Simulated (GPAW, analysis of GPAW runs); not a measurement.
# N2V- centre in diamond: hyperfine coupling, PBE (GPAW)

How near does this set-up come to the measured hyperfine coupling? Subject: N2V- centre in diamond. Set-up: PBE, plane waves 500 eV, 64-site cell, PBE lattice, k: the zone centre alone then 2x2x2 shifted, symmetric start. The model is a cell of 64 host atoms with 1 site emptied, N put on another atom's site and N put on another atom's site. The isotropic coupling follows from the spin density at the nucleus, the nuclear g-factor and the total spin. Another start tests whether the structure found is the lowest.

Measured beforehand: 15N, isotropic: 4.02 MHz, by EPR (“Electron paramagnetic resonance of the N2V− defect in 15N-doped synthetic diamond”, 2015, B. L. Green et al.). 13C, the two neighbours of the vacancy, isotropic: 240.7 MHz, by EPR (“Electron paramagnetic resonance of the N2V− defect in 15N-doped synthetic diamond”, 2015, B. L. Green et al.). The calculation is set beside it at the end.

Method: GPAW plane-wave PAW DFT, PBE; relaxation of all atoms of a defect supercell, in GPAW 26.7.0.

### Step 1. Starting point

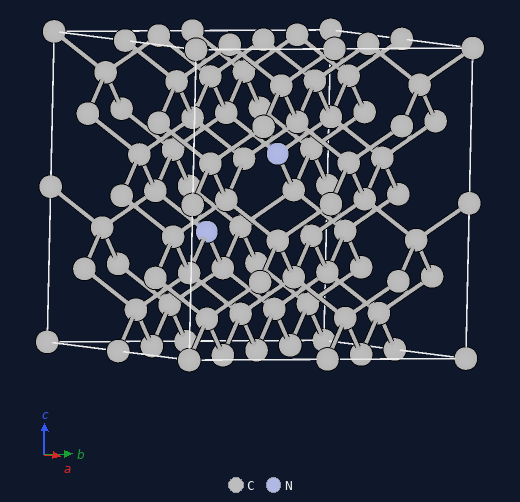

Start, viewed slightly off an axis; carbon light grey, nitrogen light blue. Bonds to atoms that aren't drawn are left out. Some periodic images of atoms are drawn too.

The cell holds 63 atoms: 61 C and 2 N. Its edges and angles: a = 7.144 Å, b = 7.144 Å, c = 7.144 Å, α = 90.0°, β = 90.0°, γ = 90.0°. It derives from C (space group Fd-3m). Nearest the centre at fractional (0.375, 0.375, 0.375): C48 at 1.55 Å, C41 at 1.55 Å, N4 at 1.55 Å, N26 at 1.55 Å, C37 at 2.53 Å, C36 at 2.53 Å, C45 at 2.53 Å, C52 at 2.53 Å. The cell carries charge −1.

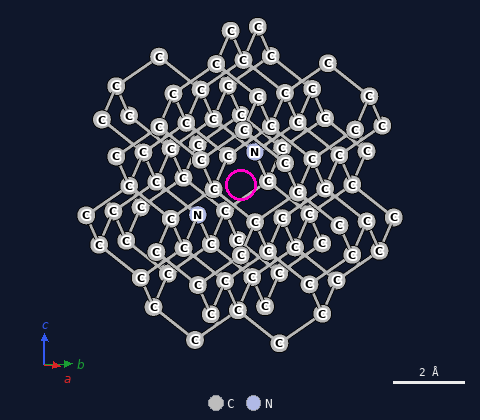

The atoms within 5 Å of the centre. A ring marks the centre wherever it is empty.

The host's primitive cell comes from a first run (GPAW plane-wave PAW DFT, PBE; relaxation of cell and atoms of a defect-free cell): vectors of 2.526, 2.526 and 2.526 Å. That is 5.70 Å³ an atom, 0.4 % over the diffraction cell's volume. The supercell is built on it.

### Step 2. Relaxation, charge −1

Every later number rests on the structure around the defect, so the atoms are relaxed at the host's lattice first.

Input file run.py:

```python
import numpy as np
from ase.io import read, write
from ase.parallel import parprint, world
from gpaw import GPAW, PW
from ase.optimize import BFGS

atoms = read('POSCAR')
magmoms = np.zeros(len(atoms))
magmoms[[3, 25, 47, 40]] = 1 / 4
atoms.set_initial_magnetic_moments(magmoms)
calc = GPAW(mode=PW(500),
            xc='PBE',
            kpts={'size': (1, 1, 1), 'gamma': True},
            charge=-1,
            occupations={'name': 'fermi-dirac', 'width': 0.01, 'fixmagmom': True},
            nbands=136,
            convergence={'density': 1e-05, 'forces': 0.001},
            maxiter=150,
            symmetry='off',
            txt='gpaw.txt')
atoms.calc = calc
opt = BFGS(atoms, trajectory='relax.traj', logfile='-')
done = opt.run(fmax=0.02, steps=80)
parprint('Converged:', done)
energy = atoms.get_potential_energy()
forces = atoms.get_forces()
parprint(f'Energy: {energy:.6f} eV, largest force {np.linalg.norm(forces, axis=1).max():.4f} eV/A')
calc.write('gs.gpw')
write('final.xyz', atoms)
parprint('Moments:', atoms.get_magnetic_moments().round(3))
for s in range(calc.get_number_of_spins()):
    parprint('Levels (eV), spin', s, calc.get_eigenvalues(kpt=0, spin=s)[-16:].round(3))
```

Input file POSCAR:

```
C  N  C  N  C 
 1.0000000000000000
     7.1439157092097521    0.0000000000000009    0.0000000000000000
    -0.0000000000000013    7.1439157092097503    0.0000000000000000
    -0.0000000000000004   -0.0000000000000027    7.1439157092097485
 C   N   C   N   C  
   3   1  21   1  37
Direct
  0.0000000003776028  0.0000000003776029  0.2500000003776028
  0.0000000003776028  0.2500000003776028  0.0000000003776028
  0.2500000003776027  0.0000000003776029  0.0000000003776028
  0.2500000003776027  0.2500000003776028  0.2500000003776028
  0.1249999998665079  0.1249999998665080  0.3749999998665080
  0.1249999998665079  0.3749999998665081  0.1249999998665080
  0.3749999998665078  0.1249999998665080  0.1249999998665080
  0.0000000003776028  0.0000000003776029  0.7500000003776028
  0.0000000003776028  0.2500000003776028  0.5000000003776028
  0.2500000003776027  0.0000000003776029  0.5000000003776028
  0.2500000003776027  0.2500000003776028  0.7500000003776028
  0.1249999998665079  0.1249999998665080  0.8749999998665081
  0.1249999998665079  0.3749999998665081  0.6249999998665080
  0.3749999998665078  0.1249999998665080  0.6249999998665080
  0.3749999998665078  0.3749999998665080  0.8749999998665081
  0.0000000003776028  0.5000000003776029  0.2500000003776028
  0.0000000003776028  0.7500000003776029  0.0000000003776028
  0.2500000003776027  0.5000000003776028  0.0000000003776028
  0.2500000003776027  0.7500000003776029  0.2500000003776028
  0.1249999998665079  0.6249999998665080  0.3749999998665080
  0.1249999998665079  0.8749999998665080  0.1249999998665080
  0.3749999998665078  0.6249999998665081  0.1249999998665080
  0.3749999998665078  0.8749999998665081  0.3749999998665080
  0.0000000003776028  0.5000000003776029  0.7500000003776028
  0.0000000003776028  0.7500000003776029  0.5000000003776028
  0.2500000003776027  0.5000000003776028  0.5000000003776028
  0.2500000003776027  0.7500000003776029  0.7500000003776028
  0.1249999998665079  0.6249999998665080  0.8749999998665081
  0.1249999998665079  0.8749999998665080  0.6249999998665080
  0.3749999998665078  0.6249999998665081  0.6249999998665080
  0.3749999998665078  0.8749999998665081  0.8749999998665081
  0.5000000003776027  0.0000000003776029  0.2500000003776028
  0.5000000003776027  0.2500000003776028  0.0000000003776028
  0.7500000003776026  0.0000000003776029  0.0000000003776028
  0.7500000003776026  0.2500000003776028  0.2500000003776028
  0.6249999998665079  0.1249999998665080  0.3749999998665080
  0.6249999998665079  0.3749999998665081  0.1249999998665080
  0.8749999998665078  0.1249999998665080  0.1249999998665080
  0.8749999998665078  0.3749999998665080  0.3749999998665080
  0.5000000003776027  0.0000000003776029  0.7500000003776028
  0.5000000003776027  0.2500000003776028  0.5000000003776028
  0.7500000003776026  0.0000000003776029  0.5000000003776028
  0.7500000003776026  0.2500000003776028  0.7500000003776028
  0.6249999998665079  0.1249999998665080  0.8749999998665081
  0.6249999998665079  0.3749999998665081  0.6249999998665080
  0.8749999998665078  0.1249999998665080  0.6249999998665080
  0.8749999998665078  0.3749999998665080  0.8749999998665081
  0.5000000003776027  0.5000000003776029  0.2500000003776028
  0.5000000003776027  0.7500000003776028  0.0000000003776028
  0.7500000003776026  0.5000000003776028  0.0000000003776028
  0.7500000003776026  0.7500000003776029  0.2500000003776028
  0.6249999998665079  0.6249999998665080  0.3749999998665080
  0.6249999998665079  0.8749999998665080  0.1249999998665080
  0.8749999998665078  0.6249999998665080  0.1249999998665080
  0.8749999998665078  0.8749999998665080  0.3749999998665080
  0.5000000003776027  0.5000000003776029  0.7500000003776028
  0.5000000003776027  0.7500000003776028  0.5000000003776028
  0.7500000003776026  0.5000000003776028  0.5000000003776028
  0.7500000003776026  0.7500000003776029  0.7500000003776028
  0.6249999998665079  0.6249999998665080  0.8749999998665081
  0.6249999998665079  0.8749999998665080  0.6249999998665080
  0.8749999998665078  0.6249999998665080  0.6249999998665080
  0.8749999998665078  0.8749999998665080  0.8749999998665081
```

Run with:

```
$ OMP_NUM_THREADS=1 mpirun -n 4 gpaw python run.py > stdout
```

Output:

```text
__  _  _
 | _ |_)|_||  |
 |__||  | ||/\| - 26.7.0

Input parameters:
  mode=PW(ecut=500.0),
  charge=-1,
  convergence={'density': 1e-05, 'forces': 0.001},
  kpts=MonkhorstPack(size=(1, 1, 1), gamma=True),
  maxiter=150,
  nbands=136,
  occupations=Occupations(name='fermi-dirac', width=0.01, fixmagmom=True),
  symmetry=Symmetry(point_group=False, time_reversal=False),
  xc=XC(name='PBE')

Diagonalizing LCAO Hamiltonian
Converting LCAO to pw mode

                 C        C
            C  C     C C
         C   C C  C   C C
          C C   C C  C   C
       C  CC    CC CC     C
            CNC      CCC
        C      C C     CC
         CCC C    C C C
          C N   C  C C   C
       C   C C  C   C C
        C     C  C     C
           C        C

Atoms  # Å, Bohr magnetons
|    | symbol |        x |        y |        z |    initial magnetic moments |
|----|--------|----------|----------|----------|-----------------------------|
|  0 |      C | 0.000000 | 0.000000 | 1.785979 | ( 0.0000,  0.0000,  0.0000) |
|  1 |      C | 0.000000 | 1.785979 | 0.000000 | ( 0.0000,  0.0000,  0.0000) |
|  2 |      C | 1.785979 | 0.000000 | 0.000000 | ( 0.0000,  0.0000,  0.0000) |
|  3 |      N | 1.785979 | 1.785979 | 1.785979 | ( 0.0000,  0.0000,  0.2500) |
|  4 |      C | 0.892989 | 0.892989 | 2.678968 | ( 0.0000,  0.0000,  0.0000) |
|  5 |      C | 0.892989 | 2.678968 | 0.892989 | ( 0.0000,  0.0000,  0.0000) |
|  6 |      C | 2.678968 | 0.892989 | 0.892989 | ( 0.0000,  0.0000,  0.0000) |
|  7 |      C | 0.000000 | 0.000000 | 5.357937 | ( 0.0000,  0.0000,  0.0000) |
|  8 |      C | 0.000000 | 1.785979 | 3.571958 | ( 0.0000,  0.0000,  0.0000) |
|  9 |      C | 1.785979 | 0.000000 | 3.571958 | ( 0.0000,  0.0000,  0.0000) |
| 10 |      C | 1.785979 | 1.785979 | 5.357937 | ( 0.0000,  0.0000,  0.0000) |
[...]
| 25 |      N | 1.785979 | 3.571958 | 3.571958 | ( 0.0000,  0.0000,  0.2500) |
[...]
Unit cell  # Å
| periodic |         x |         y |        z |  lengths |    angles |
|----------|-----------|-----------|----------|----------|-----------|
|      yes |  7.143916 |  0.000000 | 0.000000 | 7.143916 | 90.000000 |
|      yes | -0.000000 |  7.143916 | 0.000000 | 7.143916 | 90.000000 |
|      yes | -0.000000 | -0.000000 | 7.143916 | 7.143916 | 90.000000 |

Number of symmetries: 1
Symmetry operations  # r_c * U_cc + t_c -> r_c
|   | kind |            matrix            |
|---|------|------------------------------|
| 0 |  E   |  1, 0, 0,  0, 1, 0,  0, 0, 1 |

BZ-sampling:
  Number of BZ points: 1
  Number of IBZ points: 1

  Monkhorst-Pack size: [1, 1, 1]
  Monkhorst-Pack shift: [0, 0, 0]

K-points  # in reciprocal-cell coordinates
|   |                                coordinates |     weight |
|---|--------------------------------------------|------------|
| 0 | (  0.00000000,   0.00000000,   0.00000000) | 1.00000000 |

Plane wave coefficients: 4586
Cutoff: 500.0 eV

Spin-components: 2 (collinear spins)
Bands:           136
Projectors:      315
Spin-degeneracy: 1
Datatype:        float64

Density:
  Valence electrons: 254.0
  Components: 2
  Grid points: [40 40 40]
  Charge: -1.0  # |e|

Potential:
  Grid points: [40 40 40]

species:
  C:
    name:    Carbon
    Z:       6.0
    valence: 4
    core:    2
    charge:  0.0  # [|e|]
    compensation charges:
      type: gauss
      rc: 0.20  # [Å]
      lmax: 2
    cutoffs:
      filter: 1.14  # [Å]
      core: 1.14  # [Å]
    projectors
    | kind |    occ | energy [eV] | rcut [Å] |
    |------|--------|-------------|----------|
    |   2s |  2.000 |     -13.751 |    0.635 |
    |   2p |  2.000 |      -5.284 |    0.635 |
    |    s |        |      13.461 |    0.635 |
    |    p |        |      21.927 |    0.635 |
    |    d |        |       0.000 |    0.635 |

    Using partial waves for C as LCAO basis

  N:
    name:    Nitrogen
    Z:       7.0
    valence: 5
    core:    2
    charge:  0.0  # [|e|]
    compensation charges:
      type: gauss
      rc: 0.18  # [Å]
      lmax: 2
    cutoffs:
      filter: 1.11  # [Å]
      core: 0.96  # [Å]
    projectors
    | kind |    occ | energy [eV] | rcut [Å] |
    |------|--------|-------------|----------|
    |   2s |  2.000 |     -18.583 |    0.603 |
    |   2p |  3.000 |      -7.089 |    0.529 |
    |    s |        |       8.629 |    0.603 |
    |    p |        |      20.123 |    0.529 |
    |    d |        |       0.000 |    0.577 |

    Using partial waves for N as LCAO basis

Reference energy: -65648.758053  # eV

eigensolver:
  PPCG
  Converge bands: occupied
  niter=2

density mixing:
  MSR1-Mixer
  Pratt-step length: 0.05
  Maximum mixing coefficient: 0.75
  Old densities: 10
  SVD Regularization: 0.005
  Good broyden scale: 1.0
  Trust region scale: 1.0
  Backstep threshold: 4.0
  History deletion threshold: 6.0
  Fourier metric: weight=20.0, sigma=0.015

occupation numbers:
  Fixed magnetic moment: 1.000
  Fermi-Dirac:
    width: 0.0100  # eV

poisson solver:
  ecut: 4000.0  # eV
  uniform background charge: -1.0  # electrons

xc functional:
  name: PBE with 2 nearest neighbor stencil

Initialization done in: 15.700 s

convergence criteria:
[...]
|---------|-|-------------|-------|-------|------|---------|
|iter:   1| | -545.405324c| -5.12 |       |      |  +0.9996|
|iter:   2| | -545.405306c| -6.81 | -3.77 |      |  +0.9996|
|iter:   3| | -545.405247c| -6.04 | -3.82 |      |  +0.9997|
|iter:   4| | -545.405243c| -7.20 | -4.18 |      |  +0.9998|
|iter:   5| | -545.405243c| -7.75c| -4.49 |      |  +0.9999|
|iter:   6| | -545.405243c| -7.97c| -4.90 |      |  +1.0000|
|iter:   7| | -545.405243c| -8.29c| -5.23c|-1.68 |  +1.0000|
|iter:   8| | -545.405243c| -8.79c| -5.63c|-3.09c|  +1.0000|

Converged in 8 steps
SCF loop duration: 15.722 s (1.965 s/step)
Energy contributions relative to reference atoms: (reference = -65648.758053)

Energy contributions:
  Kinetic:         538.155600
  Coulomb:        -473.147763
  Zero:              0.554004
  External:          0.000000
  Xc:             -610.967084
  Entropy:          -0.000000
  Spinorbit:         0.000000
  ----------------------------
  Free energy:    -545.405243
  Extrapolated:   -545.405243

dipole moment: (-3.195735, -3.082488, -3.082694)  # |e|*Ang

Total magnetic moment: (0.000000, 0.000000, 0.999996)

Local magnetic moments
|        x |        y |         z |
|----------|----------|-----------|
[...]
Fermi levels: 15.314, 14.500
Eigenvalues  # (at kpt = [0.000, 0.000, 0.000])
| band index |      eig [eV] | occ [0-1] |      eig [eV] | occ [0-1] |
|------------|---------------|-----------|---------------|-----------|
[...]
|        ... |               |           |               |           |
[...]
Gap: 1.064 eV
Transition (v -> c):
  (s=1, k=0, n=127, [0.00, 0.00, 0.00]) -> (s=0, k=0, n=128, [0.00, 0.00, 0.00])
No difference between direct/indirect transitions

Forces  # eV/Ang
|        x |        y |        z |
|----------|----------|----------|
[...]
C        C
            C  C     C C
         C   C C  C   C C
          C C   C C  C   C
          CC     C C      C
       C    CNC C    CCC
        C      C C    CCC
         CCC C    C C
          C N   C  C C   C
       C   C  C C  C  C
        C     C  C     C
           C        C

Atoms  # Å, Bohr magnetons
|    | symbol |         x |         y |         z |    initial magnetic moments |
|----|--------|-----------|-----------|-----------|-----------------------------|
[...]
|  3 |      N |  1.702853 |  1.701768 |  1.701766 | ( 0.0000,  0.0000,  0.0012) |
[...]
| 25 |      N |  1.702853 |  3.656171 |  3.656169 | ( 0.0000,  0.0000,  0.0012) |
[...]
| 58 |      C |  5.352818 |  5.356962 |  5.356962 | ( 0.0000,  0.0000,  0.0003) |
| 59 |      C |  4.458864 |  4.463138 |  6.245566 | ( 0.0000,  0.0000, -0.0009) |
| 60 |      C |  4.458863 |  6.245566 |  4.463138 | ( 0.0000,  0.0000, -0.0009) |
| 61 |      C |  6.244760 |  4.466565 |  4.466565 | ( 0.0000,  0.0000, -0.0009) |
| 62 |      C |  6.249416 |  6.250926 |  6.250926 | ( 0.0000,  0.0000,  0.0004) |

Unit cell  # Å
| periodic |         x |         y |        z |  lengths |    angles |
|----------|-----------|-----------|----------|----------|-----------|
|      yes |  7.143916 |  0.000000 | 0.000000 | 7.143916 | 90.000000 |
|      yes | -0.000000 |  7.143916 | 0.000000 | 7.143916 | 90.000000 |
|      yes | -0.000000 | -0.000000 | 7.143916 | 7.143916 | 90.000000 |

Initialization done in: 1.315 s

convergence criteria:
- Maximum integral of absolute [dens]ity change: 1e-05 electrons / valence electron
- Maximum change in the atomic [forces] across last 2 cycles: 0.001 eV/Ang OR
Maximum error relative to the maximum force is below inf
- Maximum [total energy] change in last 3 cyles: 0.0005 eV / valence electron
- Maximum integral of absolute [eigenst]ate change: 4e-08 eV^2 / valence electron
maximum number of iterations: 150

SCF iterations
|iter     | |      energy | eigst |  dens |force |  magmom |
|---------|-|-------------|-------|-------|------|---------|
|iter:   1| | -545.405340c| -5.66 |       |      |  +0.9997|
|iter:   2| | -545.405333c| -7.31 | -4.02 |      |  +0.9998|
|iter:   3| | -545.405314c| -6.47 | -4.07 |      |  +0.9998|
|iter:   4| | -545.405313c| -7.55c| -4.43 |      |  +0.9999|
|iter:   5| | -545.405312c| -7.76c| -4.72 |      |  +1.0000|
|iter:   6| | -545.405312c| -8.15c| -5.11c|-2.03 |  +1.0000|
|iter:   7| | -545.405312c| -8.73c| -5.56c|-3.16c|  +1.0000|

Converged in 7 steps
SCF loop duration: 13.415 s (1.916 s/step)
Energy contributions relative to reference atoms: (reference = -65648.758053)

Energy contributions:
  Kinetic:         538.121969
  Coulomb:        -473.121565
  Zero:              0.553994
  External:          0.000000
  Xc:             -610.959711
  Entropy:          -0.000000
  Spinorbit:         0.000000
  ----------------------------
  Free energy:    -545.405312
  Extrapolated:   -545.405312

dipole moment: (-3.190908, -3.073383, -3.073342)  # |e|*Ang

Total magnetic moment: (0.000000, 0.000000, 0.999996)

Local magnetic moments
|        x |        y |         z |
|----------|----------|-----------|
[...]
Fermi levels: 15.314, 14.500
Eigenvalues  # (at kpt = [0.000, 0.000, 0.000])
| band index |      eig [eV] | occ [0-1] |      eig [eV] | occ [0-1] |
|------------|---------------|-----------|---------------|-----------|
[...]
|        ... |               |           |               |           |
[...]
|        131 |        16.123 |     0.000 |        16.128 |     0.000 |
|        132 |        16.185 |     0.000 |        16.197 |     0.000 |
|        133 |        16.211 |     0.000 |        16.252 |     0.000 |
|        134 |        16.397 |     0.000 |        16.408 |     0.000 |
|        135 |        16.573 |     0.000 |        16.589 |     0.000 |

Gap: 1.062 eV
Transition (v -> c):
  (s=1, k=0, n=127, [0.00, 0.00, 0.00]) -> (s=0, k=0, n=128, [0.00, 0.00, 0.00])
No difference between direct/indirect transitions

Forces  # eV/Ang
|        x |        y |        z |
|----------|----------|----------|
[...]
| -0.00319 | -0.00475 | -0.00473 |  # C   58
| -0.00302 | -0.00390 | -0.00377 |  # C   59
| -0.00300 | -0.00380 | -0.00390 |  # C   60
| -0.00348 | -0.00472 | -0.00474 |  # C   61
|  0.00108 | -0.00000 |  0.00000 |  # C   62

# Writing to gs.gpw (mode='')
```

Wall time 3.9 min (4 MPI ranks of Intel Xeon Platinum 8375C at 2.90GHz (Ice Lake), shared host); peak memory 1.6 GiB.

Step by step:

```csv
step,energy less that of the first step (eV)
0,0.0000
1,-0.6568
2,-1.0631
3,-1.1069
4,-1.1273
5,-1.1292
6,-1.1303
7,-1.1306
8,-1.1308
9,-1.1309
```

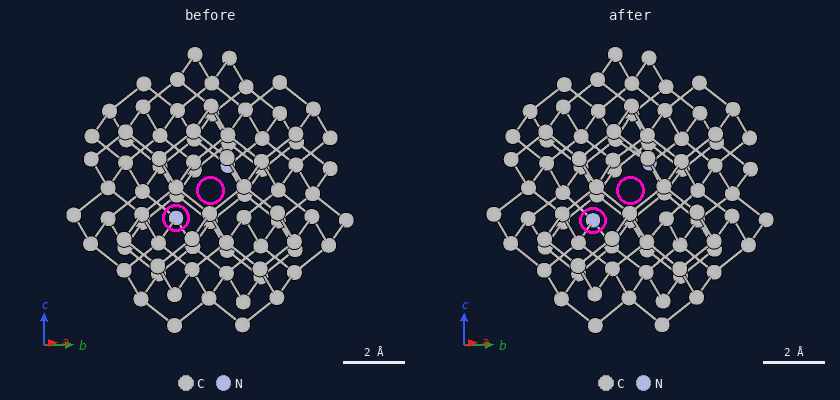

Before and after: the atoms that start within 5 Å of the centre. N4, which moves most, is ringed if it is among them. A ring with no atom in it marks the empty centre.

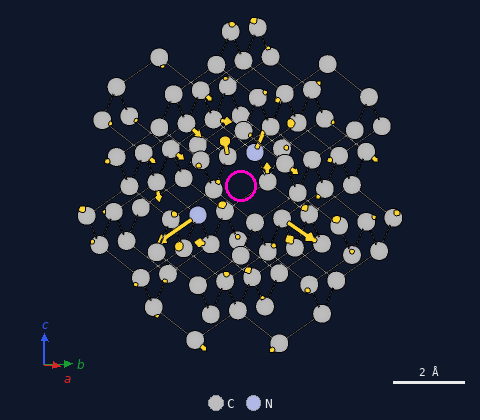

Displacements in the relaxation near the centre, exaggerated; the longest in the cell stands for 0.15 Å. A ring marks the centre wherever it is empty.

The atoms that moved most (Å):

```csv
atom,dx,dy,dz,length
N4,-0.083,-0.084,-0.084,0.145
N26,-0.083,0.084,0.084,0.145
C48,0.088,0.058,-0.058,0.120
C41,0.088,-0.058,0.058,0.120
C14,0.017,0.029,-0.029,0.044
C22,0.017,-0.029,0.029,0.044
C20,0.005,-0.006,0.042,0.043
C6,0.005,-0.042,0.006,0.043
```

The atoms nearest to the centre after the run:

```csv
atom,distance (Å)
C41,1.664
C48,1.664
N4,1.692
N26,1.692
C14,2.485
C22,2.485
C36,2.515
C45,2.515
C37,2.515
C52,2.515
C6,2.519
C20,2.519
C5,2.519
C13,2.519
C7,2.521
C30,2.521
```

Read from the output:

| Quantity | Value |
| --- | --- |
| total moment | 1.0000 μB |

First to last step the energy falls by 1.131 eV; the largest move, 0.15 Å, is that of N4 and 1 other atom alike.

[end of part 1 of 2]

[Logs are printed without paths, hosts, clocks, repeated set-up lines and the standing remarks that a program may print on its own settings, such as how far it seeks lower states.]

[Hosts, paths, dates, database ids (printed as entryN), source tags and the programs' standing remarks are cut or masked in the printed files.]

[For some hosts the program warned that the k-mesh of the response run may be too coarse for force constants and the static dielectric constant; such warnings are not shown here.]
